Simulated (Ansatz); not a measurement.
Consider Hf₂B.

Input

```
crystal:
  lattice:
    - [3.1699944049, 0.0, 0.0]
    - [-1.5849972025, 2.7452956845, 0.0]
    - [0.0, 0.0, 11.3329820358]
  atoms:
    - { symbol: Hf, position: [0.0, 0.0, 0.151101229] }
    - { symbol: Hf, position: [0.0, 0.0, 0.848898771] }
    - { symbol: Hf, position: [0.3333333333, 0.6666666667, 0.3887028186] }
    - { symbol: Hf, position: [0.6666666667, 0.3333333333, 0.6112971814] }
    - { symbol: B, position: [0.3333333333, 0.6666666667, 0.9994615067] }
    - { symbol: B, position: [0.6666666667, 0.3333333333, 0.0005384933] }
basis:
  ecutwfc: 420
kpoints:
  mp_grid: { grid: [12, 12, 4] }
  band_path:
    path:
      - [[0.0, 0.0, 0.0], [0.5, 0.0, 0.0], [0.33333333, 0.33333333, 0.0], [0.0, 0.0, 0.0], [0.0, 0.0, 0.5], [0.5, 0.0, 0.5], [0.33333333, 0.33333333, 0.5], [0.0, 0.0, 0.5]]
      - [[0.5, 0.0, 0.5], [0.5, 0.0, 0.0]]
      - [[0.33333333, 0.33333333, 0.5], [0.33333333, 0.33333333, 0.0]]
    npoints: 14
hamiltonian:
  xc: pbe
scf:
  occupations: { method: gaussian, width: 0.1 }
  n_extra_bands: 15
output:
  forces: true
  stress: true
  eigenvalues: true
  populations: true
  dos: { projected: true, de: 0.02, nscf_kmesh: { grid: [15, 15, 5] } }
  bader: true
  write_density: true
  write_potential: true
  elf: true
  volumetric_format: npy
```

Command:

```sh
ansatz run input.yaml --threads 1 --pin off --max-ram 2560MiB --backend cpu --events-out ev --progress --plain --runs-dir out
```

Below, planes, directions and counts refer to the conventional cell (a = 3.17 Å, b = 3.17 Å, c = 11.33 Å, α = 90.00°, β = 90.00°, γ = 120.00°).

Space group P-3m1; a generated structure, not necessarily the stable one.

Theory: Ansatz, DFT PBE, scalar-relativistic, plane waves, PAW.

> What can the converged valence pseudo-density and electron localisation function tell about the bonding?

Hf–Hf (3.17 Å): the density is about 0.19 e/Å³ at the midpoint; the ELF is about 0.25 at the midpoint (no localised pair shows between them).
The ELF has a maximum of about 0.75 in the space between the atoms, 1.9 Å from four Hf atoms, on no atom or two-centre bond.
Bader's partition of the density gives Hf −0.03 to +0.92 and B −0.89 e.

> How much charge does the calculation move between the atoms?

Electrons move from Hf towards B. Bader charges: Hf −0.03 to +0.92 and B −0.89 e.

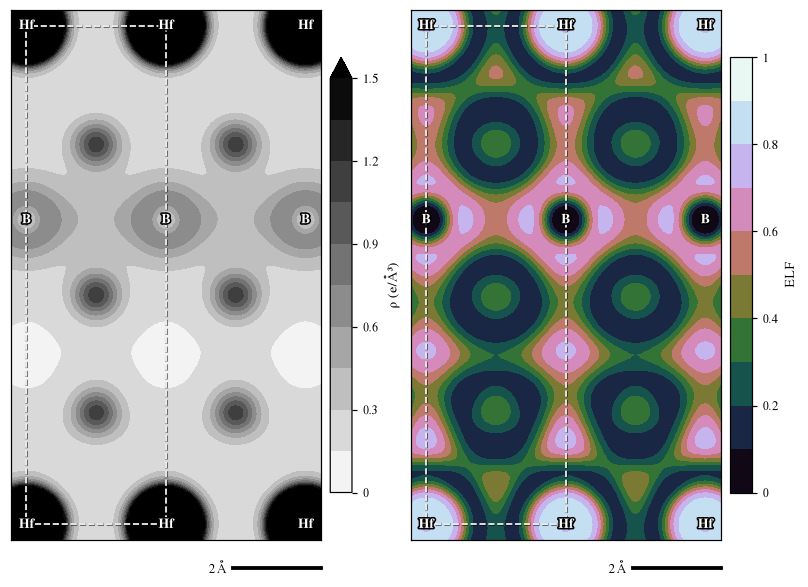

Computed valence pseudo-density and electron localisation function on the (010) plane of the conventional cell, in this order. Atoms just off the plane (Hf, 0.9 Å away and B, 0.9 Å away) can leave unmarked features too.

The density is the valence pseudo-density of a PAW calculation; it isn't the true density close to the nuclei.
